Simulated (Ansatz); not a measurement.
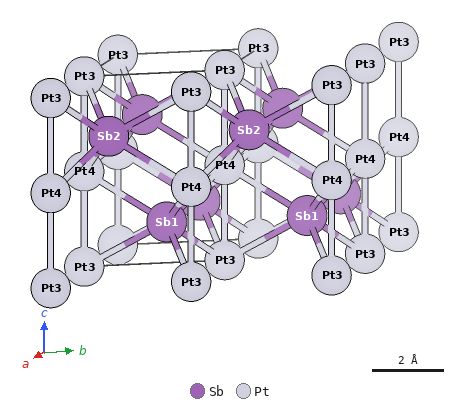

This is crystalline SbPt (set up in P6_3/mmc). Style: ball-and-stick. Shown: the cell of the calculation, repeated 2 × 2 × 1 with one cell outlined, slightly off an axis.

Level of theory: DFT PBEsol, scalar-relativistic, plane waves, PAW (Ansatz 0.2.0). (plane-wave cutoff 420 eV; k-point mesh 12 × 12 × 10; occupations gaussian; smearing width 0.1 eV; no spin polarisation)

Now this is done to it. Biaxial strain in the a–b plane, +4.5 %, is applied. The c axis and the atoms are relaxed.

### What does the calculation give for the changed structure?

The drawn cell changes as follows: a = b 4.171 → 4.358 Å (+4.5 %), c 5.468 → 5.326 Å (−2.6 %); the volume changes by +6.4 %. No atom moves by more than 0.005 Å relative to the cell. Near-neighbour distances before and after: Pt–Sb 2.769 → 2.847 Å, Pt–Pt 2.734 → 2.663 Å. The space group stays P6_3/mmc (No. 194). Energy change: +57.9 meV per atom. The pressure goes from 0.0 to −6.2 GPa. The principal stresses (compression positive) are 0.0 GPa along c and −9.3 GPa across it. It is metallic before and after.

The changed structure in the same view:

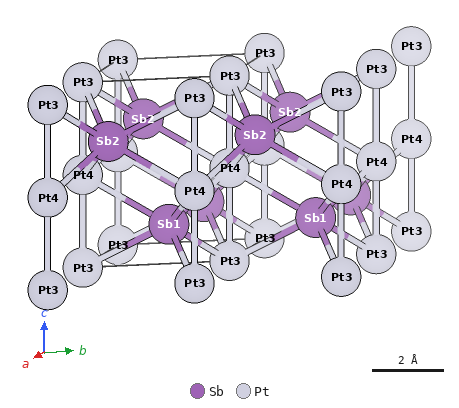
